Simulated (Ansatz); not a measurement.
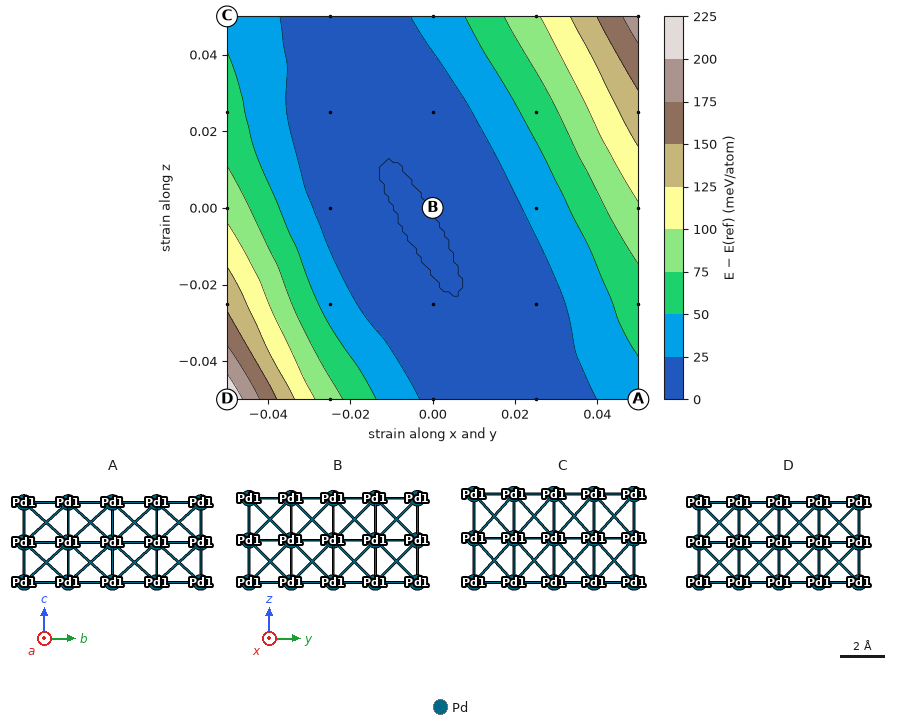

Solid Pd (Fm-3m): the cell is strained equally along x and y and separately along z, with the atoms kept at their fractional coordinates. x, y and z are the Cartesian axes of the input. The map is interpolated between the computed points (dots). The lettered frames are marked on it. Style: ball-and-stick. Shown: the conventional cell (4 times the calculation's cell), repeated 2 × 2 × 1 with one cell outlined, along the a axis. Lengths and directions refer to the drawn axes.

Computed with Ansatz, DFT PBEsol, scalar-relativistic, plane waves, PAW. Settings: plane-wave cutoff 420 eV; k-point mesh 20 × 20 × 20; occupations gaussian; smearing width 0.15 eV; no spin polarisation. Energies (free energies at the smearing named) are counted from the cell as listed in its source, which wasn't relaxed.

> What does the map show?

In pairs of (strain along x and y; strain along z): the lowest computed point lies at (0.000, 0.000) (0.0 meV/atom), the highest at (−0.050, −0.050) (221.8 meV/atom). The valley is tilted: raising the in-plane strain is made harder by raising the strain along z (cross term 0.79 of the geometric mean of the two curvatures). Over the ranges scanned the energy rises more along the first axis, the in-plane strain. The pressure runs from −20.8 GPa at (0.050, 0.050) to 42.8 GPa at (−0.050, −0.050). The frames lie at A (0.050, −0.050): 38.4 meV/atom, B (0.000, 0.000): 0.0 meV/atom, C (−0.050, 0.050): 43.8 meV/atom, D (−0.050, −0.050): 221.8 meV/atom.

The computed points:

Rows: strain along x and y; columns: strain along z; values in meV/atom.

|  | −0.050 | −0.025 | 0.000 | 0.025 | 0.050 |
| --- | --- | --- | --- | --- | --- |
| −0.050 | 221.8 | 145.9 | 93.1 | 60.0 | 43.8 |
| −0.025 | 85.7 | 41.1 | 15.7 | 6.8 | 11.6 |
| 0.000 | 19.6 | 2.1 | 0.0 | 11.3 | 33.8 |
| 0.025 | 7.8 | 13.4 | 31.2 | 59.5 | 96.8 |
| 0.050 | 38.4 | 63.2 | 97.6 | 140.3 | 189.8 |
